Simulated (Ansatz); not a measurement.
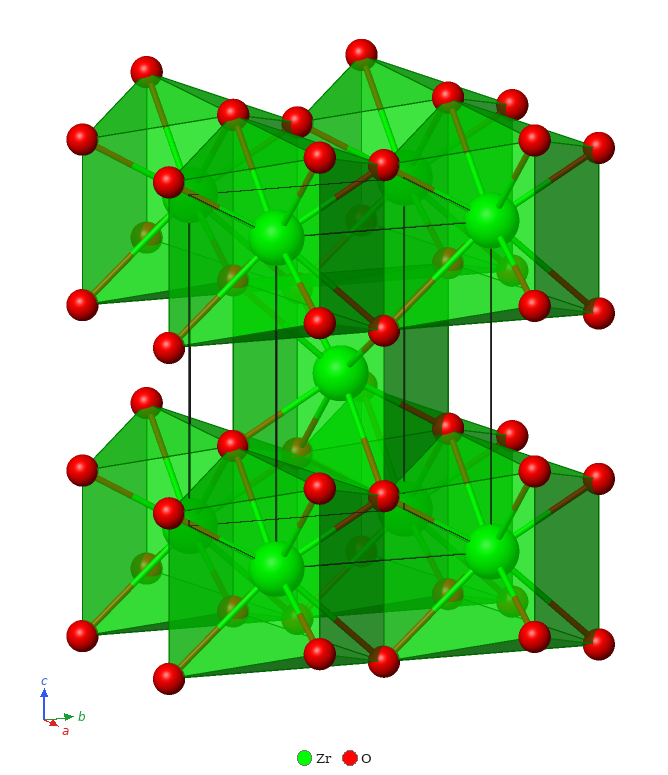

Drawn in the polyhedral manner and seen slightly off an axis. Lines trace the edges of the conventional unit cell. Some neighbours outside the box are added.

ZrO2, space group P4_2/nmc (No. 137), a = 3.62 Å, b = 3.62 Å, c = 5.28 Å, α = 90.00°, β = 90.00°, γ = 90.00°.

The calculation: DFT PBE, scalar-relativistic, plane waves, PAW (Ansatz 0.2.0), with a plane-wave cutoff of 420 eV, a 6×6×4 grid in reciprocal space, Gaussian smearing of 0.02 eV, no spin polarisation.

**What does the calculation say: metal or gapped?**

An insulator at this level, with a gap of 4.05 eV on the k-mesh (the true edges may lie between mesh points, so the gap can be somewhat smaller).

Starting structure: a structure listed in the Materials Project, with elements exchanged, so it need not be a known form of the compound. The geometry is the end of a relaxation with DFT PBE, scalar-relativistic, plane waves, PAW (Ansatz).
